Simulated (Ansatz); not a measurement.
System: Zn₁₅Se₁₆ (cell charge −1, with a compensating background) (cell with a defect).

```
Zn Se
1.0
    -5.73176    5.73176   -5.73176
     5.73176   -5.73176   -5.73176
    -5.73176   -5.73176    5.73176
Zn Se
15 16
Direct
  0.75813 0.25025 0.00158
  0.50083 0.25053 0.25086
  0.25209 0.00817 0.75095
  0.25180 0.25050 0.50867
  0.00080 0.00815 0.00225
  0.74922 0.99908 0.25726
  0.50088 0.75037 0.75082
  0.50691 0.99876 0.49892
  0.24329 0.74383 0.99312
  0.00086 0.75044 0.25088
  0.75858 0.50153 0.75044
  0.74942 0.75755 0.49954
  0.49433 0.49216 0.99277
  0.24283 0.49208 0.24397
  0.00066 0.50185 0.50848
  0.00078 0.49123 0.75047
  0.75121 0.49957 0.99987
  0.49996 0.50033 0.24985
  0.24174 0.25047 0.75120
  0.24990 0.49959 0.50099
  0.00074 0.25005 0.99161
  0.75162 0.25035 0.25145
  0.50172 0.00118 0.75068
  0.50142 0.25026 0.50161
  0.25003 0.00052 0.00005
  0.00080 0.00129 0.25209
  0.75167 0.75135 0.75070
  0.75990 0.01025 0.51014
  0.49979 0.74933 0.00057
  0.25038 0.74909 0.24953
  0.00062 0.75161 0.50161
```

Spin-polarised.

Level of theory: DFT PBE, scalar-relativistic, plane waves, PAW (Ansatz).

What can the converged valence pseudo-density and electron localisation function tell about the bonding?

Answer. Zn–Se (2.49 Å): ρ at the midpoint is about 0.45 e/Å³, with its minimum of 0.38 e/Å³ about 1.1 Å from Zn; the ELF is about 0.60 at the midpoint.

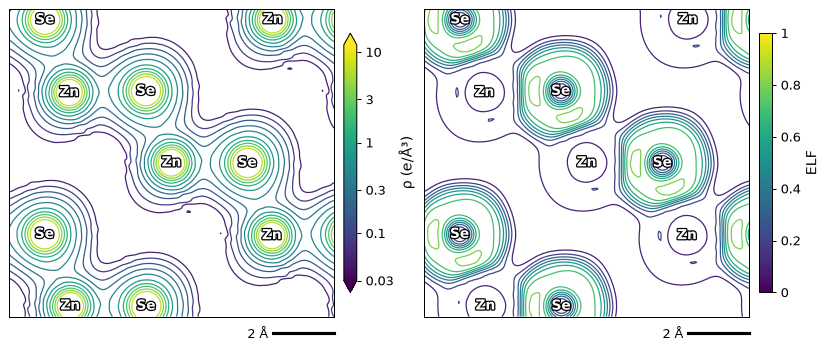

Computed valence pseudo-density and electron localisation function on the (010) plane of the calculation cell, in this order. 

In a PAW calculation such maps are meaningful between the atoms, not at the nuclei.
